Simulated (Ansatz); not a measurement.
Geometry relaxation of MnSn2 (part 1 of 2)

MnSn2 (I4/mcm, 6 atoms in the cell), computed with DFT PBEsol, scalar-relativistic, plane waves, PAW, no spin polarisation (Ansatz 0.2.0).

The structure derives from an entry of the Crystallography Open Database. It belongs to a series of runs on one base structure; here: no spin polarisation. Figures and captions count atoms from 1; the log counts them from 0 in places.

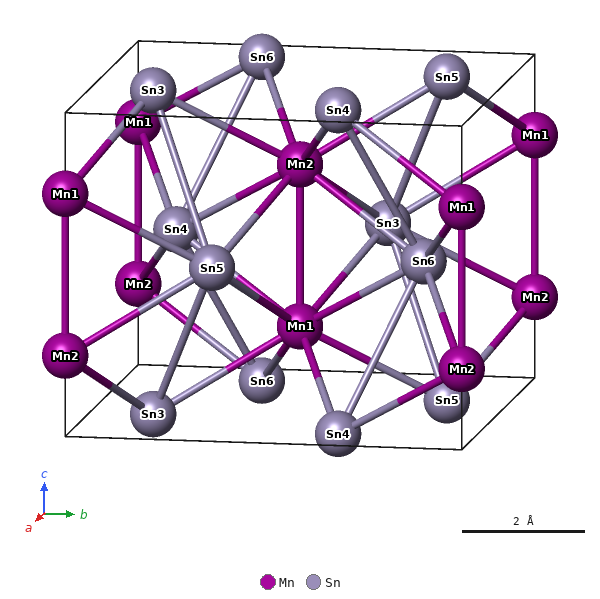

The structure as given in the input (ball-and-stick view of the cell 2 times as large as that of the calculation, set on its symmetry axes, seen slightly off an axis; atoms are numbered from 1 in the order of the input). An atom can appear more than once, as a periodic image.

### Input file
```yaml
crystal:
  lattice:
    - [-3.323, 3.323, 2.7125]
    - [3.323, -3.323, 2.7125]
    - [3.323, 3.323, -2.7125]
  atoms:
    - { symbol: Mn, position: [0.75, 0.75, 0.0] }
    - { symbol: Mn, position: [0.25, 0.25, 0.0] }
    - { symbol: Sn, position: [0.159, 0.659, 0.818] }
    - { symbol: Sn, position: [0.659, 0.841, 0.5] }
    - { symbol: Sn, position: [0.841, 0.341, 0.182] }
    - { symbol: Sn, position: [0.341, 0.159, 0.5] }
basis:
  ecutwfc: 420
kpoints:
  mp_grid: { grid: [8, 8, 8] }
hamiltonian:
  xc: pbesol
scf:
  occupations: { method: gaussian, width: 0.1 }
  lower_state_search: "off"
output:
  forces: true
  stress: true
  eigenvalues: true
  write_density: true
  write_potential: true
  elf: true
  volumetric_format: npy
relax:
  adjacent_minimum: "off"
  f_tol: 0.01
  max_steps: 60
  cell: { stress_tol: 0.05 }
```

Machine: 1 thread of Intel Xeon @ 2.50GHz (Skylake/Cascade Lake), 192 GiB of memory available, shared host.

Command:
```bash
ansatz run input.yaml --threads 1 --pin off --max-ram 2560MiB --backend cpu --events-out ev --progress --plain --runs-dir out
```

### Log
```
Engine: ansatz 0.2.0, x86_64-unknown-linux-gnu
Pseudopotentials: kind: paw
Pseudopotential: Mn, paw, valence charge 15, recommended cutoff 420 eV (normal), Mn.paw.azcp
Pseudopotential: Sn, paw, valence charge 14, recommended cutoff 420 eV (normal), Sn.paw.azcp
Functional definition: PBEsol
  exchange = pbesol_x
  correlation = pbesol_c
Crystal: 6 atoms, lattice volume = 119.809 Å³
Basis set: ecut = 420 eV, 2345 PW (Γ), exchange–correlation on 80×80×80 points (8 copies of the dense FFT grid, shifted against one another)
Bands: 52, of which v1, the nominal top of the filled ones, is band 43 counted from 1 (42 counted from 0)
Symmetry: 16 space group operations
Space group: I4/mcm (ITA 140), of the structure as read, at distance tolerance 4.9e-5 Å
k-points: 59 of 512
Non-local potential: Mn, projectors of the file, l = 0: 3, l = 1: 2, l = 2: 3, l = 3: 1
Non-local potential: Sn, projectors of the file, l = 0: 2, l = 1: 2, l = 2: 2, l = 3: 2
PAW form: soft (Blöchl's): semilocal exchange-correlation on the pseudo side does not see the compensation charge
PAW frozen core: Mn, regenerated for the run's functional, and the local potential with it (the file was generated under x = pbe(κ = 0.804, μ = 0.2195149727645171), c = pbe(β = 0.06672455060314922))
PAW frozen core: Sn, regenerated for the run's functional, and the local potential with it (the file was generated under x = pbe(κ = 0.804, μ = 0.2195149727645171), c = pbe(β = 0.06672455060314922))
PAW one-centre angular grid: Mn, 590 points (default); XC on 64 Gauss nodes
PAW one-centre angular grid: Sn, 590 points (default); XC on 64 Gauss nodes
Initial density: superposition of atomic densities (neutral atoms: chi_scale 0, normalization atom), corrected by the library's trained network
Initial wavefunctions: pseudopotential atomic-orbital guess
Functional: x = pbesol(κ = 0.804, μ = 0.12345679012345678), c = pbesol(β = 0.046)
SCF iter   1: F=—  HF=-31535.839715 eV  |F-HF|=—  |Δ(HF+E_count)|=         —  Δρ=1.34e-2  dr2=1.73e-1  ethr=1.77e-3  ⟨swp⟩=7.6  Hψ=12127  notcnv=0
preconditioner: auto → Kerker (q_TF=auto, 2.582 Å⁻¹)  [metal: Δε(μ)=0.022 eV  Ē_g=15.596 eV  σ=0.100 eV  W_gap=0.12  n_scr=34 (ndim 8)  ℏωp=28.4 eV  f_vac=0.000  D(μ)=6.90/eV (n_scr^D=70)]
SCF iter   2: F=—  HF=-31535.822819 eV  |F-HF|=—  |Δ(HF+E_count)|=   1.69e-2  Δρ=5.37e-3  dr2=3.50e-2  ethr=2.01e-4  ⟨swp⟩=2.0  Hψ=3840  notcnv=0  defer=101
SCF iter   3: F=—  HF=-31535.820318 eV  |F-HF|=—  |Δ(HF+E_count)|=   2.50e-3  Δρ=6.48e-4  dr2=6.61e-4  ethr=4.07e-5  ⟨swp⟩=2.0  Hψ=3216  notcnv=0  defer=101
SCF iter   4: F=—  HF=-31535.820267 eV  |F-HF|=—  |Δ(HF+E_count)|=   5.09e-5  Δρ=1.98e-4  dr2=7.20e-5  ethr=7.69e-7  ⟨swp⟩=2.1  Hψ=3734  notcnv=0  defer=101
SCF iter   5: F=—  HF=-31535.820260 eV  |F-HF|=—  |Δ(HF+E_count)|=   7.18e-6  Δρ=6.70e-5  dr2=5.58e-6  ethr=8.38e-8  ⟨swp⟩=2.0  Hψ=3979  notcnv=0  defer=101
SCF iter   6: F=—  HF=-31535.820258 eV  |F-HF|=—  |Δ(HF+E_count)|=   1.86e-6  Δρ=1.82e-5  dr2=6.70e-7  ethr=6.49e-9  ⟨swp⟩=2.1  Hψ=4398  notcnv=0  defer=101
SCF iter   7: F=-31535.820258 eV  HF=-31535.820258 eV  |F-HF|=2.90e-8  |Δ(HF+E_count)|=   3.97e-8  Δρ=4.45e-6  dr2=2.97e-8  ethr=1.16e-10  ⟨swp⟩=13.7  Hψ=22138  notcnv=0
SCF 1 converged in 7 iterations: F = -31535.820258 eV  dr2 = 2.97e-8
  greatest PAW one-centre occupation: 1.000 electrons in one spin orbital (limit 2), on the Mn atom at site 1 (counted from 0), in its partial waves of l = 0
relax step   1: F+E_penalty+E_count = -31535.82025773 eV  Δ(F+E_penalty+E_count) = +0.000e0 eV  max|allowed force component| = 2.460e-1 eV/Å  Δτ_max = 0.0000 Å  P = -10.024 GPa  Ω = 119.809 Å³  (7 SCF iters, dr2 threshold 1.00e-7 eV, accepted)
Crystal: 6 atoms, lattice volume = 106.333 Å³
Basis set: ecut = 420 eV, 2105 PW (Γ), exchange–correlation on 80×80×80 points (8 copies of the dense FFT grid, shifted against one another)
Initial density: handed on by an earlier stage of this run
Initial wavefunctions: those handed on with the density
iter 1 solved again at ethr=3.05e-3 eV; its pass at ethr=3.10e-3 eV (dr2=2.63e0 eV) is discarded
SCF iter   1: F=—  HF=-31536.481651 eV  |F-HF|=—  |Δ(HF+E_count)|=         —  Δρ=3.56e-2  dr2=2.61e0  ethr=3.05e-3  ⟨swp⟩=1.0  Hψ=16847  notcnv=0
preconditioner: auto → Kerker (q_TF=auto, 2.633 Å⁻¹)  [metal: Δε(μ)=0.009 eV  Ē_g=15.895 eV  σ=0.100 eV  W_gap=0.05  n_scr=34 (ndim 8)  ℏωp=30.1 eV  f_vac=0.000  D(μ)=7.70/eV (n_scr^D=70)]
SCF iter   2: F=—  HF=-31536.341518 eV  |F-HF|=—  |Δ(HF+E_count)|=   1.40e-1  Δρ=1.76e-2  dr2=7.89e-1  ethr=3.04e-3  ⟨swp⟩=2.0  Hψ=3501  notcnv=0
SCF iter   3: F=—  HF=-31536.261346 eV  |F-HF|=—  |Δ(HF+E_count)|=   8.02e-2  Δρ=3.58e-3  dr2=3.75e-2  ethr=9.18e-4  ⟨swp⟩=2.0  Hψ=3620  notcnv=0  defer=6
SCF iter   4: F=—  HF=-31536.257858 eV  |F-HF|=—  |Δ(HF+E_count)|=   3.49e-3  Δρ=1.12e-3  dr2=1.25e-3  ethr=4.36e-5  ⟨swp⟩=2.0  Hψ=3673  notcnv=0  defer=7
SCF iter   5: F=—  HF=-31536.257791 eV  |F-HF|=—  |Δ(HF+E_count)|=   6.68e-5  Δρ=2.26e-4  dr2=3.88e-5  ethr=1.45e-6  ⟨swp⟩=2.0  Hψ=3545  notcnv=0  defer=7
SCF iter   6: F=—  HF=-31536.257784 eV  |F-HF|=—  |Δ(HF+E_count)|=   6.82e-6  Δρ=8.13e-5  dr2=5.60e-6  ethr=4.51e-8  ⟨swp⟩=2.0  Hψ=5473  notcnv=0  defer=7
SCF iter   7: F=—  HF=-31536.257783 eV  |F-HF|=—  |Δ(HF+E_count)|=   8.79e-7  Δρ=2.56e-5  dr2=7.52e-7  ethr=6.51e-9  ⟨swp⟩=2.0  Hψ=3298  notcnv=0  defer=7
SCF iter   8: F=-31536.257783 eV  HF=-31536.257783 eV  |F-HF|=2.36e-8  |Δ(HF+E_count)|=   1.35e-7  Δρ=4.61e-6  dr2=4.09e-8  ethr=6.98e-10  ⟨swp⟩=13.5  Hψ=22576  notcnv=0
SCF 2 converged in 8 iterations: F = -31536.257783 eV  dr2 = 4.09e-8
relax step   2: F+E_penalty+E_count = -31536.25778297 eV  Δ(F+E_penalty+E_count) = -4.375e-1 eV  max|allowed force component| = 6.612e-2 eV/Å  Δτ_max = 0.0345 Å  P = +2.156 GPa  Ω = 106.333 Å³  energy of the carried Pulay correction = +4.424e-3 eV  (8 SCF iters, dr2 threshold 6.00e-7 eV, accepted)
Crystal: 6 atoms, lattice volume = 108.430 Å³
Basis set: ecut = 420 eV, 2121 PW (Γ), exchange–correlation on 80×80×80 points (8 copies of the dense FFT grid, shifted against one another)
iter 1 solved again at ethr=1.02e-4 eV; its pass at ethr=3.10e-3 eV (dr2=8.76e-2 eV) is discarded
SCF iter   1: F=—  HF=-31536.279597 eV  |F-HF|=—  |Δ(HF+E_count)|=         —  Δρ=6.65e-3  dr2=8.81e-2  ethr=1.02e-4  ⟨swp⟩=1.0  Hψ=15906  notcnv=0
preconditioner: auto → Kerker (q_TF=auto, 2.625 Å⁻¹)  [metal: Δε(μ)=0.007 eV  Ē_g=16.046 eV  σ=0.100 eV  W_gap=0.04  n_scr=34 (ndim 8)  ℏωp=29.8 eV  f_vac=0.000  D(μ)=6.18/eV (n_scr^D=70)]
SCF iter   2: F=—  HF=-31536.274520 eV  |F-HF|=—  |Δ(HF+E_count)|=   5.08e-3  Δρ=3.21e-3  dr2=2.64e-2  ethr=1.02e-4  ⟨swp⟩=1.0  Hψ=3068  notcnv=0
SCF iter   3: F=—  HF=-31536.271766 eV  |F-HF|=—  |Δ(HF+E_count)|=   2.75e-3  Δρ=5.50e-4  dr2=9.85e-4  ethr=3.07e-5  ⟨swp⟩=1.1  Hψ=3074  notcnv=0
SCF iter   4: F=—  HF=-31536.271657 eV  |F-HF|=—  |Δ(HF+E_count)|=   1.09e-4  Δρ=2.59e-4  dr2=6.16e-5  ethr=1.15e-6  ⟨swp⟩=2.0  Hψ=4367  notcnv=0
SCF iter   5: F=—  HF=-31536.271648 eV  |F-HF|=—  |Δ(HF+E_count)|=   8.69e-6  Δρ=5.50e-5  dr2=2.53e-6  ethr=7.16e-8  ⟨swp⟩=2.1  Hψ=4907  notcnv=0
SCF iter   6: F=—  HF=-31536.271648 eV  |F-HF|=—  |Δ(HF+E_count)|=   5.56e-7  Δρ=2.22e-5  dr2=7.42e-7  ethr=6.98e-10  ⟨swp⟩=12.1  Hψ=26353  notcnv=0
SCF iter   7: F=-31536.271648 eV  HF=-31536.271648 eV  |F-HF|=8.07e-8  |Δ(HF+E_count)|=   8.66e-8  Δρ=8.49e-6  dr2=1.02e-7  ethr=6.98e-10  ⟨swp⟩=9.0  Hψ=19651  notcnv=0
SCF 3 converged in 7 iterations: F = -31536.271648 eV  dr2 = 1.02e-7
relax step   3: F+E_penalty+E_count = -31536.27164758 eV  Δ(F+E_penalty+E_count) = -1.386e-2 eV  max|allowed force component| = 1.363e-2 eV/Å  Δτ_max = 0.0099 Å  P = -0.387 GPa  Ω = 108.430 Å³  energy of the carried Pulay correction = +3.701e-3 eV  (7 SCF iters, dr2 threshold 6.00e-7 eV, accepted)
Crystal: 6 atoms, lattice volume = 108.163 Å³
iter 1 solved again at ethr=2.17e-6 eV; its pass at ethr=3.10e-3 eV (dr2=1.86e-3 eV) is discarded
SCF iter   1: F=—  HF=-31536.272363 eV  |F-HF|=—  |Δ(HF+E_count)|=         —  Δρ=9.95e-4  dr2=1.95e-3  ethr=2.17e-6  ⟨swp⟩=2.0  Hψ=13600  notcnv=0
preconditioner: auto → Kerker (q_TF=auto, 2.626 Å⁻¹)  [metal: Δε(μ)=0.013 eV  Ē_g=16.005 eV  σ=0.100 eV  W_gap=0.07  n_scr=34 (ndim 8)  ℏωp=29.9 eV  f_vac=0.000  D(μ)=6.44/eV (n_scr^D=70)]
SCF iter   2: F=—  HF=-31536.272261 eV  |F-HF|=—  |Δ(HF+E_count)|=   1.02e-4  Δρ=4.79e-4  dr2=5.78e-4  ethr=2.17e-6  ⟨swp⟩=1.0  Hψ=3068  notcnv=0
SCF iter   3: F=—  HF=-31536.272192 eV  |F-HF|=—  |Δ(HF+E_count)|=   6.90e-5  Δρ=9.11e-5  dr2=2.48e-5  ethr=6.72e-7  ⟨swp⟩=1.1  Hψ=3071  notcnv=0
SCF iter   4: F=—  HF=-31536.272189 eV  |F-HF|=—  |Δ(HF+E_count)|=   2.86e-6  Δρ=4.03e-5  dr2=1.51e-6  ethr=2.88e-8  ⟨swp⟩=2.0  Hψ=3441  notcnv=0
iter 5 did not close the SCF: its close was put off for the readings that it lacked (scf_convergence_deferred on its scf_iter line)
SCF iter   5: F=-31536.272189 eV  HF=-31536.272189 eV  |F-HF|=4.70e-8  |Δ(HF+E_count)|=   1.73e-7  Δρ=6.31e-6  dr2=6.56e-8  ethr=1.76e-9  ⟨swp⟩=2.0  Hψ=3840  notcnv=0
SCF iter   6: F=-31536.272189 eV  HF=-31536.272189 eV  |F-HF|=2.57e-9  |Δ(HF+E_count)|=   5.60e-9  Δρ=1.93e-6  dr2=3.36e-9  ethr=7.63e-11  ⟨swp⟩=6.9  Hψ=19930  notcnv=0
SCF 4 converged in 6 iterations: F = -31536.272189 eV  dr2 = 3.36e-9
relax step   4: F+E_penalty+E_count = -31536.27218871 eV  Δ(F+E_penalty+E_count) = -5.411e-4 eV  max|allowed force component| = 1.590e-2 eV/Å  Δτ_max = 0.0032 Å  P = -0.058 GPa  Ω = 108.163 Å³  energy of the carried Pulay correction = +3.793e-3 eV  (6 SCF iters, dr2 threshold 6.00e-7 eV, accepted)
Crystal: 6 atoms, lattice volume = 108.040 Å³
iter 1 solved again at ethr=3.12e-8 eV; its pass at ethr=3.10e-3 eV (dr2=2.68e-5 eV) is discarded
SCF iter   1: F=—  HF=-31536.272313 eV  |F-HF|=—  |Δ(HF+E_count)|=         —  Δρ=1.98e-4  dr2=3.00e-5  ethr=3.12e-8  ⟨swp⟩=2.9  Hψ=13755  notcnv=0
preconditioner: auto → Kerker (q_TF=auto, 2.626 Å⁻¹)  [metal: Δε(μ)=0.014 eV  Ē_g=16.013 eV  σ=0.100 eV  W_gap=0.08  n_scr=34 (ndim 8)  ℏωp=29.9 eV  f_vac=0.000  D(μ)=6.37/eV (n_scr^D=70)]
SCF iter   2: F=—  HF=-31536.272315 eV  |F-HF|=—  |Δ(HF+E_count)|=   2.00e-6  Δρ=1.12e-4  dr2=1.32e-5  ethr=3.12e-8  ⟨swp⟩=1.0  Hψ=3068  notcnv=0
SCF iter   3: F=—  HF=-31536.272305 eV  |F-HF|=—  |Δ(HF+E_count)|=   9.79e-6  Δρ=1.47e-5  dr2=4.19e-7  ethr=1.53e-8  ⟨swp⟩=2.0  Hψ=3593  notcnv=0
SCF iter   4: F=—  HF=-31536.272305 eV  |F-HF|=—  |Δ(HF+E_count)|=   7.08e-8  Δρ=5.30e-6  dr2=1.79e-8  ethr=4.88e-10  ⟨swp⟩=2.1  Hψ=4002  notcnv=0
iter 5 did not close the SCF: its close was put off for the readings that it lacked (scf_convergence_deferred on its scf_iter line)
SCF iter   5: F=-31536.272305 eV  HF=-31536.272305 eV  |F-HF|=1.16e-9  |Δ(HF+E_count)|=   1.18e-9  Δρ=1.43e-6  dr2=2.24e-9  ethr=2.08e-11  ⟨swp⟩=2.2  Hψ=5232  notcnv=0
SCF iter   6: F=-31536.272305 eV  HF=-31536.272305 eV  |F-HF|=8.00e-11  |Δ(HF+E_count)|=  4.26e-10  Δρ=4.34e-7  dr2=1.62e-10  ethr=2.60e-12  ⟨swp⟩=5.5  Hψ=17719  notcnv=0
SCF 5 converged in 6 iterations: F = -31536.272305 eV  dr2 = 1.62e-10
relax step   5: F+E_penalty+E_count = -31536.27230466 eV  Δ(F+E_penalty+E_count) = -1.160e-4 eV  max|allowed force component| = 6.958e-3 eV/Å  Δτ_max = 0.0030 Å  P = +0.066 GPa  Ω = 108.040 Å³  energy of the carried Pulay correction = +3.835e-3 eV  (6 SCF iters, dr2 threshold 1.71e-8 eV, accepted)
Crystal: 6 atoms, lattice volume = 108.101 Å³
iter 1 solved again at ethr=1.72e-8 eV; its pass at ethr=3.10e-3 eV (dr2=1.48e-5 eV) is discarded
SCF iter   1: F=—  HF=-31536.272318 eV  |F-HF|=—  |Δ(HF+E_count)|=         —  Δρ=9.37e-5  dr2=1.64e-5  ethr=1.72e-8  ⟨swp⟩=2.0  Hψ=13277  notcnv=0
preconditioner: auto → Kerker (q_TF=auto, 2.626 Å⁻¹)  [metal: Δε(μ)=0.014 eV  Ē_g=16.013 eV  σ=0.100 eV  W_gap=0.08  n_scr=34 (ndim 8)  ℏωp=29.9 eV  f_vac=0.000  D(μ)=6.38/eV (n_scr^D=70)]
SCF iter   2: F=—  HF=-31536.272316 eV  |F-HF|=—  |Δ(HF+E_count)|=   1.82e-6  Δρ=5.29e-5  dr2=6.21e-6  ethr=1.72e-8  ⟨swp⟩=1.0  Hψ=3068  notcnv=0
SCF iter   3: F=—  HF=-31536.272316 eV  |F-HF|=—  |Δ(HF+E_count)|=   2.09e-7  Δρ=7.85e-6  dr2=1.37e-7  ethr=7.22e-9  ⟨swp⟩=1.9  Hψ=3289  notcnv=0
iter 4 did not close the SCF: its close was put off for the readings that it lacked (scf_convergence_deferred on its scf_iter line)
SCF iter   4: F=-31536.272316 eV  HF=-31536.272316 eV  |F-HF|=5.12e-9  |Δ(HF+E_count)|=   1.08e-8  Δρ=3.08e-6  dr2=8.03e-9  ethr=1.60e-10  ⟨swp⟩=2.0  Hψ=3896  notcnv=0
iter 5 did not close the SCF: its close was put off for the readings that it lacked (scf_convergence_deferred on its scf_iter line)
SCF iter   5: F=-31536.272316 eV  HF=-31536.272316 eV  |F-HF|=4.44e-10  |Δ(HF+E_count)|=  5.71e-10  Δρ=6.00e-7  dr2=6.57e-10  ethr=9.34e-12  ⟨swp⟩=2.0  Hψ=4253  notcnv=0
SCF iter   6: F=-31536.272316 eV  HF=-31536.272316 eV  |F-HF|=4.37e-11  |Δ(HF+E_count)|=  1.53e-10  Δρ=2.38e-7  dr2=7.41e-11  ethr=1.00e-12  ⟨swp⟩=5.1  Hψ=17412  notcnv=0
SCF 6 converged in 6 iterations: F = -31536.272316 eV  dr2 = 7.41e-11
relax step   6: F+E_penalty+E_count = -31536.27231589 eV  Δ(F+E_penalty+E_count) = -1.123e-5 eV  max|allowed force component| = 5.534e-5 eV/Å  Δτ_max = 0.0010 Å  P = +0.000 GPa  Ω = 108.101 Å³  energy of the carried Pulay correction = +3.814e-3 eV  (6 SCF iters, dr2 threshold 1.44e-8 eV, accepted)
Basis set: ecut = 420 eV, 2121 PW (Γ), exchange–correlation on 72×72×72 points (8 copies of the dense FFT grid, shifted against one another)
Initial wavefunctions: pseudopotential atomic-orbital guess (no wavefunctions were taken with the density)
iter 1 solved again at ethr=5.75e-8 eV; its pass at ethr=3.10e-3 eV (dr2=4.95e-5 eV) is discarded
SCF iter   1: F=—  HF=-31536.268424 eV  |F-HF|=—  |Δ(HF+E_count)|=         —  Δρ=1.21e-4  dr2=2.43e-6  ethr=5.75e-8  ⟨swp⟩=3.3  Hψ=20801  notcnv=0
preconditioner: auto → Kerker (q_TF=auto, 2.626 Å⁻¹)  [metal: Δε(μ)=0.014 eV  Ē_g=16.012 eV  σ=0.100 eV  W_gap=0.08  n_scr=34 (ndim 8)  ℏωp=29.9 eV  f_vac=0.000  D(μ)=6.38/eV (n_scr^D=70)]
SCF iter   2: F=—  HF=-31536.268424 eV  |F-HF|=—  |Δ(HF+E_count)|=   1.84e-7  Δρ=6.11e-5  dr2=6.36e-7  ethr=2.82e-9  ⟨swp⟩=2.0  Hψ=5141  notcnv=0
SCF iter   3: F=—  HF=-31536.268424 eV  |F-HF|=—  |Δ(HF+E_count)|=   6.58e-7  Δρ=1.34e-5  dr2=6.38e-8  ethr=7.40e-10  ⟨swp⟩=2.1  Hψ=5148  notcnv=0
SCF iter   4: F=—  HF=-31536.268424 eV  |F-HF|=—  |Δ(HF+E_count)|=   1.88e-8  Δρ=2.23e-6  dr2=6.21e-9  ethr=7.42e-11  ⟨swp⟩=2.0  Hψ=3963  notcnv=0
SCF iter   5: F=—  HF=-31536.268424 eV  |F-HF|=—  |Δ(HF+E_count)|=   1.03e-9  Δρ=7.82e-7  dr2=2.68e-10  ethr=7.22e-12  ⟨swp⟩=2.6  Hψ=5137  notcnv=0
SCF iter   6: F=-31536.268424 eV  HF=-31536.268424 eV  |F-HF|=0.00e0  |Δ(HF+E_count)|=  1.09e-10  Δρ=1.40e-7  dr2=1.63e-11  ethr=1.00e-12  ⟨swp⟩=6.5  Hψ=14611  notcnv=0
SCF 7 converged in 6 iterations: F = -31536.268424 eV  dr2 = 1.63e-11
relax step   7: F+E_penalty+E_count = -31536.26842446 eV  Δ(F+E_penalty+E_count) = +3.891e-3 eV  max|allowed force component| = 4.888e-5 eV/Å  Δτ_max = 0.0000 Å  P = +0.003 GPa  Ω = 108.101 Å³  stress off target by 4.99e-3 GPa  SCF on the basis re-selected at this cell (its energy is not comparable with the rows above)  (6 SCF iters)
```

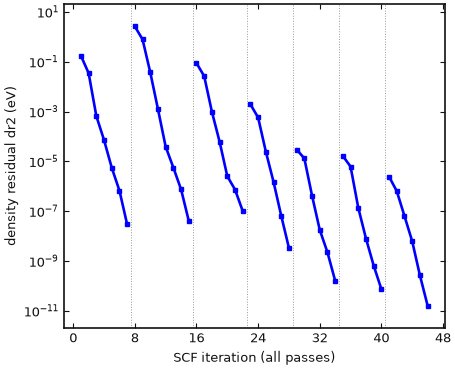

Convergence of the self-consistent field: density residual dr2 against the SCF iteration. The dotted lines part the SCF passes of the relaxation: geometry steps, rejected trials and re-solves on a re-selected basis. The 7 passes take 6 to 8 iterations each, 46 in all.
